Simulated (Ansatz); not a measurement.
# Geometry relaxation of TaN (part 2 of 2)

The same run, continued: TaN (P-6m2, 16 atoms in the cell); DFT r2SCAN, scalar-relativistic, plane waves, PAW, no spin polarisation (Ansatz 0.2.0); cutoff 500 eV, 6×6×6 k-mesh, Gaussian smearing of 0.1 eV. The structure derives from an entry of the Crystallography Open Database. It belongs to a series of runs on one base structure; here: 0 of 8 N sites taken by Bi, cell and atoms relaxed.

Geometry of the input (Å; fractional positions):
```
0.0000  0.0000  5.7692
5.8723  0.0000  0.0000
-2.9362  5.0856  0.0000
Ta 0.2500  0.1667  0.3333
Ta 0.7500  0.1667  0.3333
Ta 0.2500  0.1667  0.8333
Ta 0.7500  0.1667  0.8333
Ta 0.2500  0.6667  0.3333
Ta 0.7500  0.6667  0.3333
Ta 0.2500  0.6667  0.8333
Ta 0.7500  0.6667  0.8333
N  0.0000  0.5000  0.5000
N  0.5000  0.5000  0.5000
N  0.0000  0.5000  0.0000
N  0.5000  0.5000  0.0000
N  0.0000  -0.0000  0.5000
N  0.5000  -0.0000  0.5000
N  0.0000  0.0000  0.0000
N  0.5000  0.0000  0.0000
```

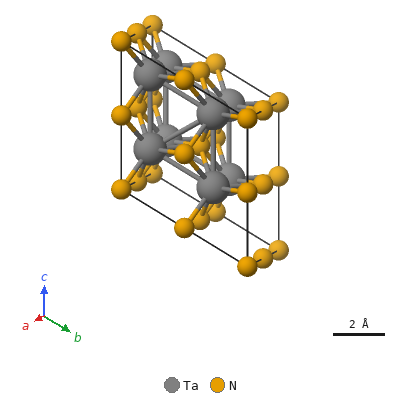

The geometry at step 2 of the log (ball-and-stick view of the cell of the calculation, seen slightly off an axis).

### Output, continued
```
--- Forces (eV/Å), atoms counted from 1 ---
  atom   1  Ta    -0.00000000    -0.00000000    -0.00000000
  atom   2  Ta    -0.00000000    -0.00000000    -0.00000000
  atom   3  Ta    -0.00000000    -0.00000000    -0.00000000
  atom   4  Ta    -0.00000000    -0.00000000    -0.00000000
  atom   5  Ta    -0.00000000    -0.00000000     0.00000000
  atom   6  Ta    -0.00000000    -0.00000000    -0.00000000
  atom   7  Ta    -0.00000000    -0.00000000    -0.00000000
  atom   8  Ta    -0.00000000    -0.00000000    -0.00000000
  atom   9  N      0.00000000     0.00000000     0.00000000
  atom  10  N      0.00000000     0.00000000    -0.00000000
  atom  11  N      0.00000000     0.00000000     0.00000000
  atom  12  N      0.00000000     0.00000000     0.00000000
  atom  13  N      0.00000000     0.00000000     0.00000000
  atom  14  N      0.00000000     0.00000000     0.00000000
  atom  15  N      0.00000000     0.00000000     0.00000000
  atom  16  N      0.00000000     0.00000000     0.00000000
  max |Σ_I F_I| component: 4.18e-16 eV/Å
--- Stress (GPa, compression-positive) ---
       -0.030705       0.000000      -0.000000
        0.000000      -0.030705      -0.000000
        0.000000      -0.000000      -0.014241
  P = ⅓ Tr σ = -0.0252 GPa (-0.252 kbar)
--- Band table (eV; the first three rows and the last of 28) ---
  k-point 0: bands = ["-50.1828", "-50.1295", "-50.0999", "-50.0999", "-50.0999", "-50.0493", "-50.0493", "-50.0493", "-16.8011", "-16.6670", "-16.6670", "-16.6670", "-16.5215", "-16.5215", "-16.5215", "-16.4875", "-16.4875", "-16.4875", "-15.8527", "-15.8307", "-15.8307", "-15.8307", "-15.7305", "-15.7305", "-15.7305", "-15.7043", "-15.7043", "-15.7043", "-15.5895", "-15.5895", "-15.5083", "-15.5083", "1.4390", "3.3808", "3.3808", "3.3808", "3.6852", "3.6852", "3.6852", "4.0241", "10.5260", "11.6220", "11.6220", "11.6220", "12.5932", "12.5932", "12.5932", "13.7598", "13.7598", "13.7598", "14.2914", "14.2914", "14.2914", "14.7635", "14.7635", "14.7635", "15.4034", "15.4034", "15.8321", "16.2671", "16.2671", "16.6181", "16.6181", "16.6181", "16.8163", "16.8163", "16.8163", "17.0569", "19.7066", "19.7066", "19.7066", "20.1473", "20.1473", "22.5658", "22.6983", "23.4610", "23.4610", "23.4610", "23.8468", "23.8468", "23.9562", "23.9562", "24.3778", "24.3778", "24.3778", "24.4750", "24.4750", "24.6870"]
  k-point 1: bands = ["-50.1773", "-50.1241", "-50.1055", "-50.0999", "-50.0999", "-50.0548", "-50.0494", "-50.0494", "-16.7829", "-16.6286", "-16.6286", "-16.5999", "-16.5408", "-16.5217", "-16.5217", "-16.4523", "-16.4523", "-16.4257", "-15.8743", "-15.8743", "-15.8429", "-15.8149", "-15.7700", "-15.7700", "-15.7159", "-15.7144", "-15.7044", "-15.7044", "-15.6675", "-15.6061", "-15.5781", "-15.5235", "1.5811", "3.3987", "3.3987", "3.4233", "3.5203", "3.6923", "3.6923", "3.9803", "10.7422", "11.7475", "11.7475", "11.7987", "12.5723", "12.7097", "12.7097", "13.1619", "13.1619", "13.9136", "14.3924", "14.7998", "14.7998", "14.8843", "14.9270", "14.9270", "14.9782", "15.5143", "15.9817", "15.9817", "16.0282", "16.0849", "16.0934", "16.7435", "16.7545", "16.8513", "17.5131", "17.5131", "19.3478", "19.5383", "19.5383", "19.6316", "20.3992", "22.9919", "22.9919", "23.0816", "23.2285", "23.5223", "23.6631", "23.7083", "23.8448", "23.8448", "23.8471", "23.9799", "24.1473", "24.3993", "24.5119", "24.6629"]
  k-point 2: bands = ["-50.1622", "-50.1208", "-50.1095", "-50.0999", "-50.0999", "-50.0695", "-50.0493", "-50.0493", "-16.7328", "-16.5930", "-16.5347", "-16.5347", "-16.5220", "-16.5220", "-16.4134", "-16.3658", "-16.3658", "-16.2544", "-15.9790", "-15.9790", "-15.8759", "-15.8650", "-15.8650", "-15.8160", "-15.7716", "-15.7655", "-15.7418", "-15.7045", "-15.7045", "-15.6759", "-15.6510", "-15.5648", "1.9723", "3.0852", "3.4353", "3.4353", "3.5398", "3.7063", "3.7063", "3.8611", "11.3074", "12.0393", "12.0393", "12.3097", "12.4186", "12.5918", "12.5918", "12.9609", "12.9609", "14.0656", "14.3463", "14.6839", "14.8751", "14.8751", "15.2306", "15.3461", "15.3461", "15.5742", "15.5742", "15.6133", "15.6416", "15.8091", "16.3461", "16.4900", "16.5254", "16.9941", "18.3842", "18.3842", "18.6910", "18.8383", "19.1803", "19.1803", "21.1353", "22.3419", "22.3419", "22.3936", "22.3936", "22.8957", "22.9473", "23.5778", "23.6941", "23.7184", "23.9628", "24.0938", "24.1098", "24.1991", "24.5374", "24.6132"]
  k-point 27: bands = ["-50.1054", "-50.1054", "-50.1054", "-50.1054", "-50.1054", "-50.1054", "-50.0644", "-50.0644", "-16.3069", "-16.3069", "-16.2308", "-16.2308", "-16.2283", "-16.2283", "-16.2283", "-16.2283", "-16.2283", "-16.2283", "-16.1403", "-16.1403", "-16.1403", "-16.1403", "-16.1403", "-16.1403", "-16.0975", "-16.0975", "-15.7489", "-15.7489", "-15.7489", "-15.7489", "-15.7489", "-15.7489", "3.2485", "3.2485", "3.2485", "3.2485", "3.2485", "3.2485", "3.7449", "3.7449", "12.8452", "12.8452", "13.3702", "13.3702", "13.3702", "13.3702", "13.3702", "13.3702", "13.7410", "13.7410", "13.7410", "13.7410", "13.7410", "13.7410", "13.9096", "13.9096", "14.1420", "14.1420", "15.5971", "15.5971", "15.5971", "15.5971", "15.5971", "15.5971", "18.4824", "18.4824", "18.4824", "18.4824", "18.4824", "18.4824", "19.5101", "19.5101", "21.8123", "21.8123", "21.8123", "21.8123", "21.8123", "21.8123", "23.1579", "23.1579", "23.6898", "23.6898", "23.6898", "23.6898", "23.6898", "23.6898", "24.7025", "24.7025"]
--- Relaxed structure (1 steps of the walk, 1 accepted, 1 SCFs on fresh bases) ---
  F+E_penalty+E_count = -82654.43682193 eV   max|allowed force component| = 5.538e-17 eV/Å   (the final SCF, on the basis selected at the relaxed cell)
  cell:  # Å, volume = 172.2927 Å³
    - [0.0, 0.0, 5.7692371055]
    - [5.872308654415234, 0.0, 0.0]
    - [-2.936154327207617, 5.085568473586807, 0.0]
  atoms:
    - { symbol: Ta, position: [0.25, 0.16666666666666663, 0.33333333333333337] }
    - { symbol: Ta, position: [0.75, 0.16666666666666663, 0.33333333333333337] }
    - { symbol: Ta, position: [0.25, 0.16666666666666669, 0.8333333333333334] }
    - { symbol: Ta, position: [0.75, 0.16666666666666669, 0.8333333333333334] }
    - { symbol: Ta, position: [0.25, 0.6666666666666665, 0.33333333333333337] }
    - { symbol: Ta, position: [0.75, 0.6666666666666665, 0.33333333333333337] }
    - { symbol: Ta, position: [0.25, 0.6666666666666666, 0.8333333333333334] }
    - { symbol: Ta, position: [0.75, 0.6666666666666666, 0.8333333333333334] }
    - { symbol: N, position: [0.0, 0.5, 0.5] }
    - { symbol: N, position: [0.5, 0.5, 0.5] }
    - { symbol: N, position: [0.0, 0.49999999999999994, 2.312964635712801e-18] }
    - { symbol: N, position: [0.5, 0.49999999999999994, 2.312964635712801e-18] }
    - { symbol: N, position: [0.0, 2.7755575615628914e-17, 0.5] }
    - { symbol: N, position: [0.5, 2.7755575615628914e-17, 0.5] }
    - { symbol: N, position: [0.0, -1.1131142306338628e-17, 2.312964635712801e-18] }
    - { symbol: N, position: [0.5, -1.1131142306338628e-17, 2.312964635712801e-18] }
```

### Trajectory as extended XYZ (Å, eV, eV/Å), 2 frames, from step=1 to step=2
```
16
Lattice="0.0000 0.0000 5.7692 5.8723 0.0000 0.0000 -2.9362 5.0856 0.0000" Properties=species:S:1:pos:R:3:forces:R:3 step=1 energy=-82654.43682 pressure_GPa=-0.03
Ta    0.0000    1.6952    1.4423    0.0000   0.0000   0.0000
Ta    0.0000    1.6952    4.3269    0.0000   0.0000   0.0000
Ta   -1.4681    4.2380    1.4423    0.0000   0.0000   0.0000
Ta   -1.4681    4.2380    4.3269    0.0000   0.0000   0.0000
Ta    2.9362    1.6952    1.4423    0.0000   0.0000   0.0000
Ta    2.9362    1.6952    4.3269    0.0000   0.0000   0.0000
Ta    1.4681    4.2380    1.4423    0.0000   0.0000   0.0000
Ta    1.4681    4.2380    4.3269    0.0000   0.0000   0.0000
N     1.4681    2.5428    0.0000    0.0000   0.0000   0.0000
N     1.4681    2.5428    2.8846    0.0000   0.0000   0.0000
N     2.9362    0.0000    0.0000    0.0000   0.0000   0.0000
N     2.9362    0.0000    2.8846    0.0000   0.0000   0.0000
N    -1.4681    2.5428    0.0000    0.0000   0.0000   0.0000
N    -1.4681    2.5428    2.8846    0.0000   0.0000   0.0000
N     0.0000    0.0000    0.0000    0.0000   0.0000   0.0000
N     0.0000    0.0000    2.8846    0.0000   0.0000   0.0000
16
Lattice="0.0000 0.0000 5.7692 5.8723 0.0000 0.0000 -2.9362 5.0856 0.0000" Properties=species:S:1:pos:R:3:forces:R:3 step=2 energy=-82654.43682 pressure_GPa=-0.03
Ta    0.0000    1.6952    1.4423    0.0000   0.0000   0.0000
Ta    0.0000    1.6952    4.3269    0.0000   0.0000   0.0000
Ta   -1.4681    4.2380    1.4423    0.0000   0.0000   0.0000
Ta   -1.4681    4.2380    4.3269    0.0000   0.0000   0.0000
Ta    2.9362    1.6952    1.4423    0.0000   0.0000   0.0000
Ta    2.9362    1.6952    4.3269    0.0000   0.0000   0.0000
Ta    1.4681    4.2380    1.4423    0.0000   0.0000   0.0000
Ta    1.4681    4.2380    4.3269    0.0000   0.0000   0.0000
N     1.4681    2.5428    0.0000    0.0000   0.0000   0.0000
N     1.4681    2.5428    2.8846    0.0000   0.0000   0.0000
N     2.9362    0.0000    0.0000    0.0000   0.0000   0.0000
N     2.9362    0.0000    2.8846    0.0000   0.0000   0.0000
N    -1.4681    2.5428    0.0000    0.0000   0.0000   0.0000
N    -1.4681    2.5428    2.8846    0.0000   0.0000   0.0000
N     0.0000    0.0000    0.0000    0.0000   0.0000   0.0000
N     0.0000    0.0000    2.8846    0.0000   0.0000   0.0000
```

### Summary

```csv
quantity,value
outcome,converged
space group (tolerance 0.01 Å),P-6m2 (187)
electrons treated,144
free energy,−82654.4368 eV
Fermi energy,20.284 eV
gap on the k-point mesh,none (metallic)
pressure,−0.03 GPa
final volume,172.29 Å³
largest force (length of the vector) at the end,under 0.001 eV/Å
final cell,"a = 5.769 Å, b = 5.872 Å, c = 5.872 Å, α = 120.00°, β = 90.00°, γ = 90.00°"
hardware,"2 threads of Intel Xeon (Granite Rapids), 192 GiB of memory available, shared host"
wall time,36 s (CPU time 71 s)
peak memory,1 GiB
```

### Notes

Spin–orbit coupling is left out, which matters for Ta.
